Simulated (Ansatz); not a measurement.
**Band-structure calculation of PtS2**

- system: PtS2 (P-3m1, 3 atoms in the cell)
- method: DFT, r2SCAN+rVV10, plane waves, PAW, no spin polarisation (Ansatz 0.2.0)

The structure was built on a prototype by a generator. The geometry comes from this level: r2scan-rvv10. Figures and captions count atoms from 1; the log counts them from 0 in places.

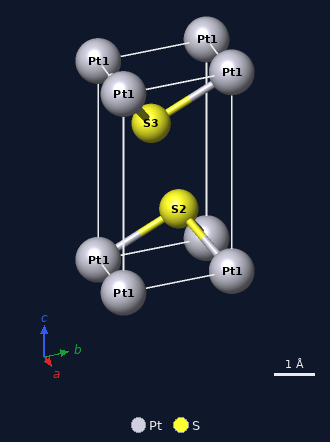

The input geometry (ball-and-stick view of the cell of the calculation, seen slightly off an axis; atoms are numbered from 1 in the order of the input). An atom can appear more than once, as a periodic image.

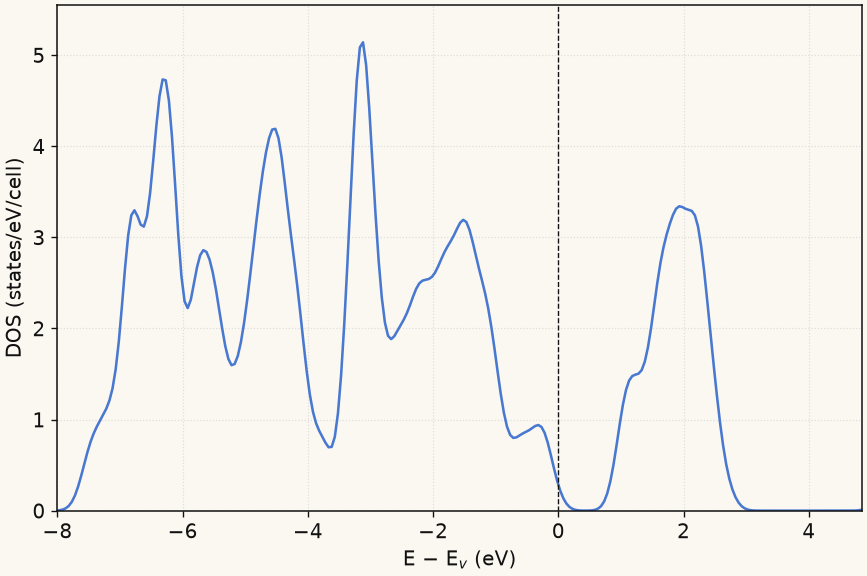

Density of states (the curve is built from the levels of the k mesh with Gaussians 0.3 eV wide, which also blur the band edges), with energies from the valence-band top. There is a gap of 0.86 eV on the k-point mesh. Small ripples come from the finite k-point mesh.

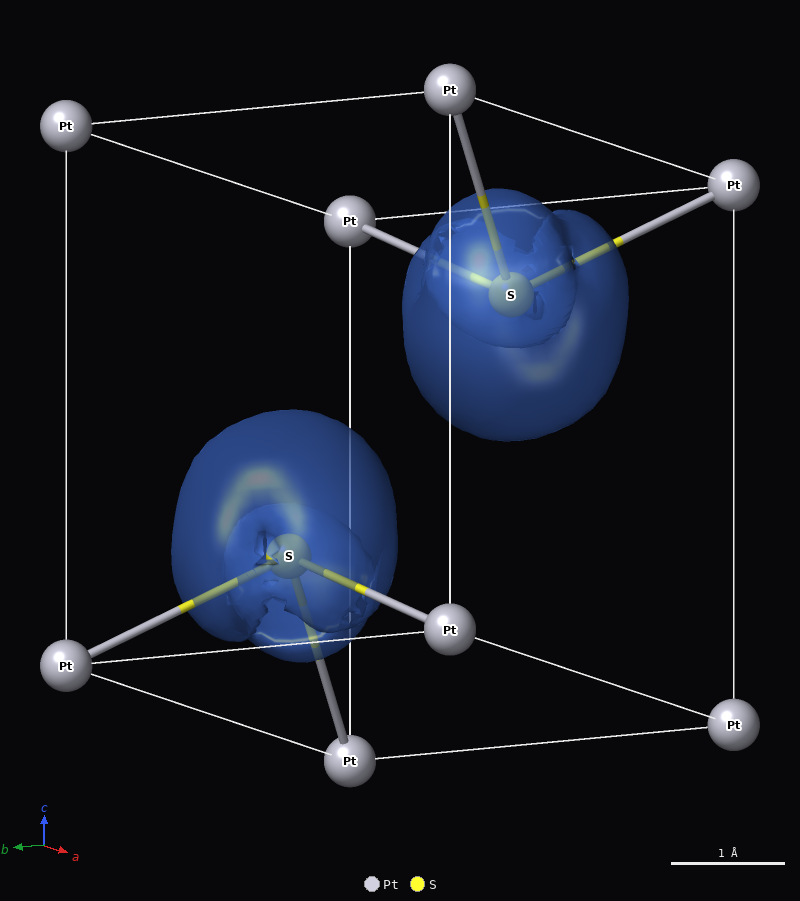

Isosurface of the ELF at 0.75 (blue), seen at an oblique angle. Only the valence region is drawn (cores and ρ < 0.01 e/Å³ removed). Sticks mark near contacts. The outline is the cell set on symmetry axes. Profiles from the grid: Pt–S (2.39 Å): the ELF is about 0.50 at the midpoint. Core electrons are frozen (PAW), so the fields are smoothed inside the atomic spheres.

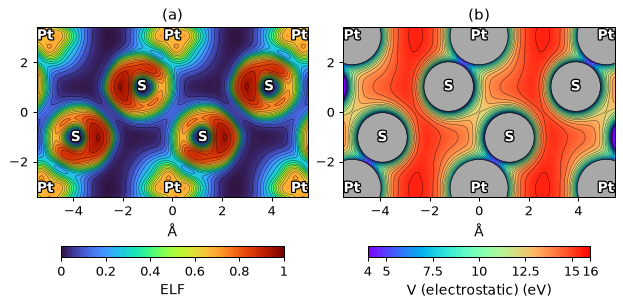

(a) electron localisation function; (b) electrostatic potential energy of an electron on the (110) plane of the conventional cell. Grey discs, where drawn, cover atomic cores. Pt–S (2.39 Å): the ELF is about 0.50 at the midpoint. The strong features right at Pt lie inside the PAW spheres (semicore, d or f shells) and say nothing about bonding. Outside the cores the potential energy rises away from the atoms and is highest about 2.3 Å from the nearest atoms; outside the discs it spans about 11 eV, and its zero is arbitrary.

These pictures come from the run below.

The input
```yaml
crystal:
  lattice:
    - [3.5527914243, 0.0, 0.0]
    - [-1.7763957122, 3.0768076278, 0.0]
    - [0.0, 0.0, 5.1236951663]
  atoms:
    - { symbol: Pt, position: [0.0, 0.0, 0.0] }
    - { symbol: S, position: [0.3333333333, 0.6666666667, 0.239202072] }
    - { symbol: S, position: [0.6666666667, 0.3333333333, 0.760797928] }
kpoints:
  mp_grid: { grid: [12, 12, 6] }
  band_path:
    path:
      - [0.0, 0.0, 0.0]
      - [0.5, 0.0, 0.0]
      - [0.3333333333, 0.3333333333, 0.0]
      - [0.0, 0.0, 0.5]
      - [0.5, 0.0, 0.5]
      - [0.3333333333, 0.3333333333, 0.5]
    npoints: 1
hamiltonian:
  xc: r2scan
  dispersion: rvv10
scf:
  occupations: { method: fermi_dirac, width: 0.03 }
  n_extra_bands: 4
output:
  forces: true
  stress: true
  eigenvalues: true
  write_density: true
  write_potential: true
  elf: true
  volumetric_format: npy
```

Run as:
```bash
ansatz run input.yaml --threads 2 --pin off --max-ram 2211MiB --backend cpu --events-out ev --progress --plain --runs-dir out
```

Output
```
scf.n_extra_bands = 4 over 15 filled bands (N_el = 30.0): the run solves 19 bands
Engine: ansatz 0.2.0, aarch64-unknown-linux-gnu
Pseudopotentials: kind: paw
Pseudopotential: Pt, paw, valence charge 18, recommended cutoff 500 eV (meta_gga), Pt.paw.azcp
Pseudopotential: S, paw, valence charge 6, recommended cutoff 500 eV (meta_gga), S.paw.azcp
Functional definition: r2SCAN+rVV10
  parameter k0 = 0.174
  parameter k1 = 0.065
  parameter a1 = 4.9479
  exchange = r2scan_x(k0 = k0, k1 = k1, a1 = a1)
  correlation = r2scan_c + rvv10(11.95, 0.0093)
Crystal: 3 atoms, lattice volume = 56.008 Å³
Basis set: ecut = 500 eV, 1459 PW (Γ), exchange–correlation on 120×120×180 points (64 copies of the dense FFT grid, shifted against one another)
Bands: 19, of which v1, the nominal top of the filled ones, is band 15 counted from 1 (14 counted from 0)
Symmetry: 12 space group operations
Space group: P-3m1 (ITA 164), of the structure as read, at distance tolerance 3.8e-5 Å
k-points: 100 of 864
Non-local potential: Pt, projectors of the file, l = 0: 3, l = 1: 2, l = 2: 2, l = 3: 1
Non-local potential: S, projectors of the file, l = 0: 2, l = 1: 2, l = 2: 2
PAW form: soft (Blöchl's): semilocal exchange-correlation on the pseudo side does not see the compensation charge
rVV10 density: all electrons in the spheres
PAW frozen core: Pt, regenerated for the run's functional (the file was generated under x = pbe(κ = 0.804, μ = 0.2195149727645171), c = pbe(β = 0.06672455060314922))
PAW frozen core: S, regenerated for the run's functional (the file was generated under x = pbe(κ = 0.804, μ = 0.2195149727645171), c = pbe(β = 0.06672455060314922))
PAW one-centre angular grid: Pt, 590 points (default); XC on 160 Gauss nodes
PAW one-centre angular grid: S, 302 points (default); XC on 160 Gauss nodes
Initial density: superposition of atomic densities (neutral atoms: chi_scale 0, normalization atom), corrected by the library's trained network
Initial wavefunctions: pseudopotential atomic-orbital guess
Functional: x = r2scan, c = r2scan + rvv10(b = 11.95, C = 0.0093); τ floored in thin density (d = 2e-4 eV/Å³)
SCF iter   1: F=—  HF=-14345.620571 eV  |F-HF|=—  |Δ(HF+E_count)|=         —  Δρ=8.30e-3  dr2=3.31e-2  dr2_τ=8.38e-2  ethr=1.77e-3  ⟨swp⟩=6.0  Hψ=10122  notcnv=0
preconditioner: auto → Resta (q_TF=auto, 2.459 Å⁻¹)  ε∞=6.3  [insulator: Δε(μ)=0.775 eV  Ē_g=10.143 eV  σ=0.030 eV  W_gap=1.00  n_scr=22 (ndim 8)  ℏωp=23.3 eV  f_vac=0.018  D(μ)=0.00/eV (n_scr^D=0)  ε∞_Penn≈6.3]
SCF iter   2: F=—  HF=-14345.654582 eV  |F-HF|=—  |Δ(HF+E_count)|=   3.40e-2  Δρ=4.92e-3  dr2=5.17e-3  dr2_τ=1.93e-3  ethr=1.10e-4  ⟨swp⟩=2.1  Hψ=4018  notcnv=0
SCF iter   3: F=—  HF=-14345.655092 eV  |F-HF|=—  |Δ(HF+E_count)|=   5.10e-4  Δρ=2.62e-3  dr2=1.30e-3  dr2_τ=1.07e-4  ethr=1.72e-5  ⟨swp⟩=1.2  Hψ=2082  notcnv=0
SCF iter   4: F=—  HF=-14345.655376 eV  |F-HF|=—  |Δ(HF+E_count)|=   2.84e-4  Δρ=2.87e-4  dr2=3.82e-5  dr2_τ=2.16e-6  ethr=4.33e-6  ⟨swp⟩=2.0  Hψ=3004  notcnv=0
SCF iter   5: F=—  HF=-14345.655385 eV  |F-HF|=—  |Δ(HF+E_count)|=   8.64e-6  Δρ=5.25e-5  dr2=2.34e-6  dr2_τ=1.22e-7  ethr=1.27e-7  ⟨swp⟩=2.3  Hψ=2847  notcnv=0
SCF iter   6: F=-14345.655385 eV  HF=-14345.655385 eV  |F-HF|=1.35e-8  |Δ(HF+E_count)|=   6.34e-7  Δρ=1.06e-5  dr2=8.64e-8  dr2_τ=3.51e-9  ethr=3.33e-10  ⟨swp⟩=7.7  Hψ=13992  notcnv=0
SCF 1 converged in 6 iterations: F = -14345.655385 eV  dr2 = 8.64e-8
  greatest PAW one-centre occupation: 1.000 electrons in one spin orbital (limit 2), on the Pt atom at site 0 (counted from 0), in its partial waves of l = 0
NSCF: frozen V_eff on 6 k-points
SCF converged after 6 iterations
Free energy (F): -14345.655385 eV
Harris-Foulkes:  -14345.655385 eV  (|F-HF|=1.35e-8)
Internal energy: -14345.655385 eV  (E = F + TS)
E sigma→0 (E₀):  -14345.655385 eV
Entropy (-TS):   -0.000000 eV (-0.000 meV/atom)
Fermi energy:    10.784345 eV
--- Per-component energies (eV) ---
  E_band       = -351.700705
  E_kinetic    = 849.136053
  E_local      = -3113.121014  (includes V_loc(G=0)·N_el)
  E_nonlocal   = 256.541183
  E_hartree    = 1228.971779
  E_xc         = -429.262148
  E_vxc        = -525.958096  (∫ρ·V_xc dr)
  E_paw        = -10697.807747  (= ΣΔE_a)
  E_vpaw       = -306.672023  (= ΣTr[D̂ρ^β])
  E_aug_tail   = 0.000123  (compensation charges beyond the density's cutoff)
  E_vtau       = 30.423641  (kinetic-family band-sum trace: ∫τ·v_τ [+ j·A + Jᵃ·Aᵃ] dr)
  E_ewald      = -2439.662585
  E_core_change = -0.451028  (= ΣΔE_core)
  E_smearing   = -0.000000  (= −TS)
  E_closure    = 0.000000  (closes the sum)
  Σ components = -14345.655385   (vs F -14345.655385, Δ=0.00e0)
--- Forces (eV/Å), atoms counted from 1 ---
  atom   1  Pt     0.00000000     0.00000000     0.00000000
  atom   2  S     -0.00000000     0.00000000     0.00019684
  atom   3  S      0.00000000    -0.00000000    -0.00019684
  max |Σ_I F_I| component: 2.31e-18 eV/Å
--- Stress (GPa, compression-positive) ---
       -0.015275       0.000000      -0.000000
        0.000000      -0.015275       0.000000
       -0.000000       0.000000       0.007183
  P = ⅓ Tr σ = -0.0078 GPa (-0.078 kbar)
--- Band table (eV; the first three rows and the last of 100) ---
  k-point 0: bands = ["-91.1673", "-44.7753", "-44.7753", "-44.6792", "-5.4401", "-2.5086", "3.2897", "3.6357", "3.6357", "6.4220", "6.4220", "8.2589", "9.2629", "9.2629", "10.3434", "12.6424", "12.6424", "15.5013", "16.3321"]
  k-point 1: bands = ["-91.1673", "-44.7753", "-44.7753", "-44.6792", "-5.3641", "-2.7007", "3.5905", "3.6422", "3.6422", "6.4163", "6.4163", "8.1912", "9.2006", "9.2006", "10.0142", "12.7730", "12.7730", "15.6340", "16.7760"]
  k-point 2: bands = ["-91.1673", "-44.7753", "-44.7753", "-44.6792", "-5.1831", "-3.0907", "3.6552", "3.6552", "4.2530", "6.4053", "6.4053", "7.9312", "9.0832", "9.0832", "9.4597", "13.0402", "13.0402", "16.0397", "17.5731"]
  k-point 99: bands = ["-91.1667", "-44.7918", "-44.7918", "-44.6757", "-3.2391", "-3.2391", "3.9211", "3.9211", "4.0387", "5.9714", "5.9714", "6.5824", "6.8332", "8.3623", "8.3623", "12.6178", "12.6178", "17.7911", "18.7062"]
```

File bands.tsv
```
# k_distance	band_0	band_1	band_2	band_3	band_4	band_5	band_6	band_7	band_8	band_9	band_10	band_11	band_12	band_13	band_14	band_15	band_16	band_17	band_18
# fermi_ev = 10.784345
# lock_threshold_ev = 1e-6
# [0, 0, 0] at k_distance = 0.000000
# [0.5, 0, 0] at k_distance = 1.021056
# [0.3333333333, 0.3333333333, 0] at k_distance = 1.610563
# [0, 0, 0.5] at k_distance = 2.939482
# [0.5, 0, 0.5] at k_distance = 3.960538
# [0.3333333333, 0.3333333333, 0.5] at k_distance = 4.550045
# levels_relative_to = fermi_ev
# free_energy_ev = -14345.655385
# largest_residual_norms_ev = 1.145e-3 1.056e-3 1.189e-3 1.193e-3 7.664e-4 1.230e-3 1.162e-3 1.719e-3 2.096e-3 1.241e-3 1.562e-3 1.325e-3 1.540e-3 1.062e-3 1.499e-3 8.330e-4 9.071e-4 1.997e-3 1.804e-3
0.000000	-101.951610	-55.559627	-55.559627	-55.463557	-16.224412	-13.292948	-7.494611	-7.148657	-7.148657	-4.362329	-4.362329	-2.525471	-1.521459	-1.521459	-0.440940	1.858078	1.858078	4.716936	5.547719
1.021056	-101.951131	-55.583106	-55.565557	-55.460404	-14.288891	-14.052930	-7.894632	-6.457644	-5.731481	-4.742003	-3.686746	-3.677385	-3.656001	-3.542834	-2.911201	1.279203	2.324625	5.323167	6.450593
1.610563	-101.951072	-55.576185	-55.576185	-55.460011	-14.036109	-14.036109	-7.157130	-6.670469	-6.670469	-5.030769	-5.030769	-4.022585	-3.236640	-1.893921	-1.893921	0.538057	0.538057	5.057734	8.225757
2.939482	-101.951607	-55.559604	-55.559604	-55.463575	-15.854160	-14.083573	-7.122623	-7.122623	-6.135815	-4.384344	-4.384344	-3.100395	-1.756773	-1.756773	-1.535143	2.394228	2.394228	5.539830	7.152343
3.960538	-101.951131	-55.583117	-55.565551	-55.460437	-14.415587	-13.836857	-8.127894	-6.578269	-5.854211	-5.399356	-3.685236	-3.675554	-3.255676	-3.249342	-1.887036	1.476792	1.983753	5.007359	5.372955
4.550045	-101.951072	-55.576186	-55.576186	-55.460034	-14.023401	-14.023401	-6.863250	-6.863250	-6.745676	-4.812973	-4.812973	-4.201988	-3.951106	-2.422074	-2.422074	1.833414	1.833414	7.006803	7.921861
```

File rho_z.tsv
```
# z_ang	rho[e/angstrom^3]
# format = ansatz-planar-average/11
# lattice	3.552791424	0.000000000	0.000000000
# lattice	-1.776395712	3.076807628	0.000000000
# lattice	0.000000000	0.000000000	5.123695166
# sites	3
# site	78	0.000000000	0.000000000	0.000000000
# site	16	-0.000000000	2.051205085	1.225598500
# site	16	1.776395712	1.025602543	3.898096666
0.000000	1.533912e0
0.113860	1.487297e0
0.227720	1.362650e0
0.341580	1.193333e0
0.455440	1.010663e0
0.569299	8.384234e-1
0.683159	6.945860e-1
0.797019	5.878071e-1
0.910879	5.137898e-1
1.024739	4.594222e-1
1.138599	4.160671e-1
1.252459	3.836416e-1
1.366319	3.614554e-1
1.480179	3.441723e-1
1.594038	3.238102e-1
1.707898	2.939914e-1
1.821758	2.540636e-1
1.935618	2.087518e-1
2.049478	1.649391e-1
2.163338	1.280702e-1
2.277198	1.006483e-1
2.391058	8.293056e-2
2.504918	7.428985e-2
2.618778	7.428985e-2
2.732637	8.293056e-2
2.846497	1.006483e-1
2.960357	1.280702e-1
3.074217	1.649391e-1
3.188077	2.087518e-1
3.301937	2.540636e-1
3.415797	2.939914e-1
3.529657	3.238102e-1
3.643517	3.441723e-1
3.757376	3.614554e-1
3.871236	3.836416e-1
3.985096	4.160671e-1
4.098956	4.594222e-1
4.212816	5.137898e-1
4.326676	5.878071e-1
4.440536	6.945860e-1
4.554396	8.384234e-1
4.668256	1.010663e0
4.782115	1.193333e0
4.895975	1.362650e0
5.009835	1.487297e0
```

File v_z.tsv
```
# z_ang	v_es[eV]	v_tot[eV]
# format = ansatz-planar-average/11
# xc	r2scan
# density_cutoff_ev	2500
# datasets	Pt=:simpson_from_first_knot:soft:shift=0	S=:simpson_from_first_knot:soft:shift=0
# lattice	3.552791424	0.000000000	0.000000000
# lattice	-1.776395712	3.076807628	0.000000000
# lattice	0.000000000	0.000000000	5.123695166
# sites	3
# site	78	0.000000000	0.000000000	0.000000000
# site	16	-0.000000000	2.051205085	1.225598500
# site	16	1.776395712	1.025602543	3.898096666
0.000000	-4.082520e0	-1.927191e1
0.113860	-3.851180e0	-1.900467e1
0.227720	-3.178445e0	-1.825356e1
0.341580	-2.179635e0	-1.708085e1
0.455440	-1.080009e0	-1.571034e1
0.569299	-4.290312e-2	-1.434249e1
0.683159	9.207199e-1	-1.301034e1
0.797019	1.833611e0	-1.175116e1
0.910879	2.629164e0	-1.061365e1
1.024739	3.224985e0	-9.732363e0
1.138599	3.697169e0	-8.952752e0
1.252459	4.173336e0	-8.089191e0
1.366319	4.728572e0	-7.068685e0
1.480179	5.456259e0	-5.753546e0
1.594038	6.481806e0	-4.175346e0
1.707898	7.891392e0	-2.208463e0
1.821758	9.600916e0	1.218676e-1
1.935618	1.132316e1	2.448161e0
2.049478	1.274338e1	4.479147e0
2.163338	1.372228e1	6.051055e0
2.277198	1.433860e1	7.212579e0
2.391058	1.471092e1	8.007256e0
2.504918	1.488681e1	8.408407e0
2.618778	1.488681e1	8.408407e0
2.732637	1.471092e1	8.007256e0
2.846497	1.433860e1	7.212579e0
2.960357	1.372228e1	6.051055e0
3.074217	1.274338e1	4.479147e0
3.188077	1.132316e1	2.448161e0
3.301937	9.600916e0	1.218676e-1
3.415797	7.891392e0	-2.208463e0
3.529657	6.481806e0	-4.175346e0
3.643517	5.456259e0	-5.753546e0
3.757376	4.728572e0	-7.068685e0
3.871236	4.173336e0	-8.089191e0
3.985096	3.697169e0	-8.952752e0
4.098956	3.224985e0	-9.732363e0
4.212816	2.629164e0	-1.061365e1
4.326676	1.833611e0	-1.175116e1
4.440536	9.207199e-1	-1.301034e1
4.554396	-4.290312e-2	-1.434249e1
4.668256	-1.080009e0	-1.571034e1
4.782115	-2.179635e0	-1.708085e1
4.895975	-3.178445e0	-1.825356e1
5.009835	-3.851180e0	-1.900467e1
```

Summary

```json
{"quantity": "outcome", "value": "converged"}
{"quantity": "space group (tolerance 0.01 Å)", "value": "P-3m1 (164)"}
{"quantity": "electrons treated", "value": "30"}
{"quantity": "free energy", "value": "−14345.6554 eV"}
{"quantity": "Fermi energy", "value": "10.784 eV"}
{"quantity": "band gap", "value": "0.86 eV"}
{"quantity": "pressure", "value": "−0.01 GPa"}
{"quantity": "largest force (length of the vector)", "value": "under 0.001 eV/Å"}
{"quantity": "hardware", "value": "2 threads of Arm Neoverse V1, 24 GiB of memory available, shared host"}
{"quantity": "wall time", "value": "12 s (CPU time 23 s)"}
{"quantity": "peak memory", "value": "0.58 GiB"}
```

Notes

Spin–orbit coupling is left out, which matters for Pt.
